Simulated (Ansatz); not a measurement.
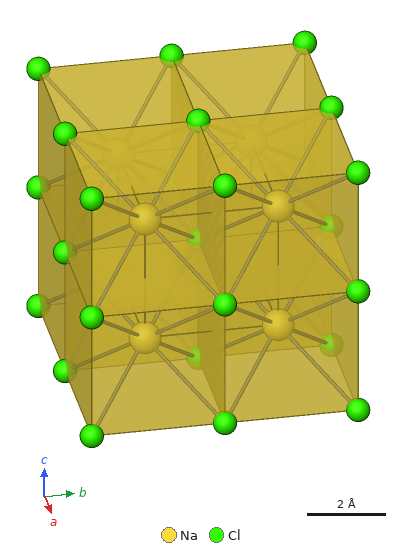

Reference structure: a symmetric starting cell of NaCl. Style: polyhedral. Shown: the cell of the calculation, from a free direction.

The calculation used DFT PBEsol, scalar-relativistic, plane waves, PAW (Ansatz). Set-up: plane-wave cutoff 420 eV; k-point mesh 6 × 6 × 6; occupations gaussian; smearing width 0.02 eV; no spin polarisation.

The variant: The cell is strained by +3.0 % along b and +1.5 % across it (volume +6.2 %), the atoms keeping their fractional coordinates. No relaxation follows. The starting cell wasn't computed here and needn't be at equilibrium, so pressure and forces aren't due to the change alone.

Question: Predict the response.

Answer: Among the bonded contacts that change: Cl–Na 3.033 → 3.095 Å. The space group (tolerance 0.01 Å) goes from Pm-3m (No. 221) to P4/mmm (No. 123). The pressure is −2.4 GPa (not all of it need come from the change, since the unchanged cell can be under pressure at this level too). The principal stresses (compression positive) are −3.0 GPa along b and −2.1 GPa across it. All forces vanish by symmetry.

The changed structure in the same view:

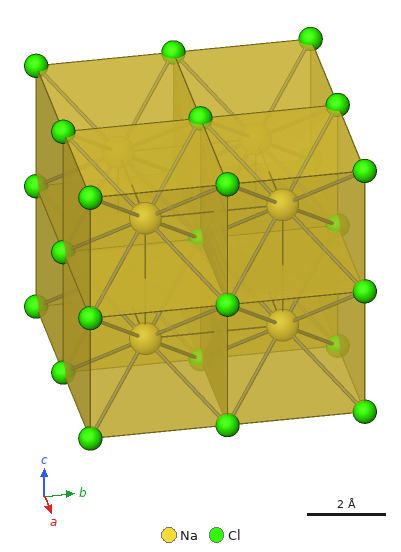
